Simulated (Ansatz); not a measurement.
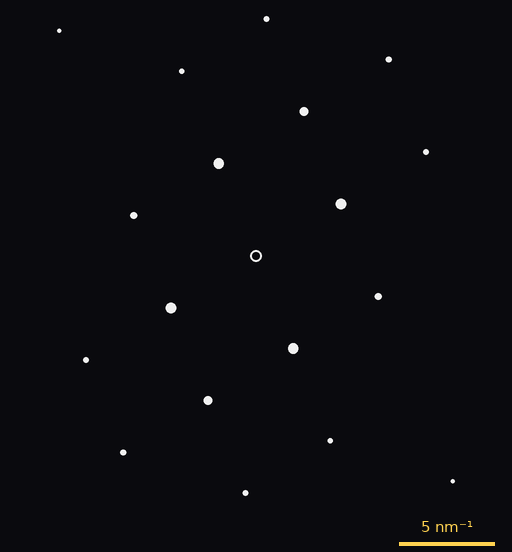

Simulated selected-area electron diffraction pattern (200 kV, kinematic approximation, thin crystal, B = 0.5 Å² for all atoms).

Candidate phases (model or computed cells):
A. Co, space group P6_3/mmc (No. 194), a = 2.492 Å, c = 4.030 Å (hexagonal axes)
B. Ru, space group P6_3/mmc (No. 194), a = 2.72 Å, c = 4.30 Å (hexagonal axes)
C. W, space group P6_3/mmc (No. 194), a = 2.78 Å, c = 4.95 Å (hexagonal axes)

> Which candidate gives this pattern, and along which zone?

Candidate A (Co), along [211] or an equivalent direction. The spots form a centred rectangular net with both shortest vectors at d = 1.90 Å, 80.5° apart. They index as 0 1 -1 and -1 1 1; no zone of the other candidates with indices up to 3 has this net. Some points of the net are extinct or too weak to see.
